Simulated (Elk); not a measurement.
**GaP (F-43m): refractive index against wavelength**

The refractive index of GaP (F-43m) below the direct gap (1.82 eV on the mesh) is read from one computed spectrum, n = √(Re ε).

The structure is cubic, space group F-43m (No. 216). Conventional cell: a = 5.451 Å, b = 5.451 Å, c = 5.451 Å, α = 90.00°, β = 90.00°, γ = 90.00°. Around Ga on site a lie 4 P at 2.36 Å. Around P on site c lie 4 Ga at 2.36 Å.

Method: Elk 11.2.3 (patched build), PBE, independent particles, k-mesh 11×11×11, Lorentzian half width 0.15 eV.

Launch of the response step: `OMP_NUM_THREADS=4 elk`. The run took 16 s, its band step included, on 4 threads of Intel(R) Xeon(R) Platinum 8488C (Sapphire Rapids), on a shared host.

```tsv
wavelength (nm)	photon energy E (eV)	n
3000	0.413	3.3178
2000	0.620	3.3388
1550	0.800	3.3650
1310	0.946	3.3926
1064	1.165	?
```

In the single-oscillator model n² − 1 = E₀E_d/(E₀² − E²), so 1/(n² − 1) = E₀/E_d − E²/(E₀E_d) is linear in E².

Working, on the rows shown:

| x = E² (eV²) | y = 1/(n² − 1) |
| --- | --- |
| 0.170801 | 0.0999221 |
| 0.384302 | 0.0985456 |
| 0.639837 | 0.096869 |
| 0.895757 | 0.0951499 |

Means: x̄ = 0.52267, ȳ = 0.097622. Σ(x − x̄)(y − ȳ) = -0.001948, Σ(x − x̄)² = 0.2959. Slope = -0.001948 / 0.2959 = -0.006583; intercept = ȳ − slope · x̄ = 0.10106. Turned back into n, the line misses the rows shown by at most 0.00029.

Problem. Predict the last column of the withheld row from the fit.

Solution. At x = 1.3578 the line gives y = 0.092124, that is 3.4431. The run gave 3.4462, so the extrapolation is off by 0.0031, 2 % of the range in the table.

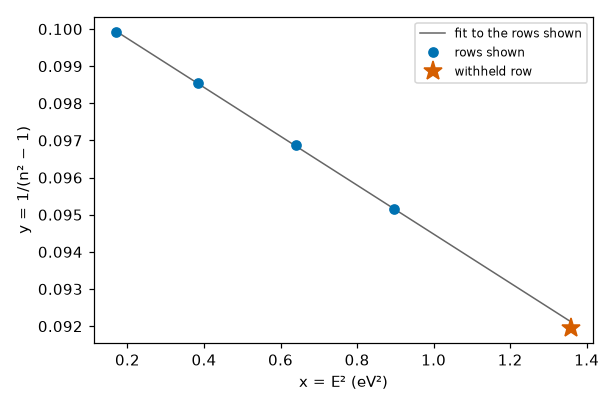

Refitted with all rows, the slope is -0.006724 and the intercept 0.10112. These give E₀ = √(intercept/−slope) = 3.88 eV and E_d = E₀/intercept = 38.3 eV; E₀ is 2.1 times the direct gap. The electronic limit at long wavelengths, without lattice vibrations, is n = √(1 + 1/intercept) = 3.300. Excitons are left out and so are local fields; PBE gaps are as a rule too small. The values come from a sum over the points of one k-mesh and carry its error, which grows as the direct gap shrinks. Spin-orbit coupling is left out.

[Logs are printed without paths, hosts, clocks, repeated set-up lines and the standing remarks that a program may print on its own settings, such as how far it seeks lower states.]
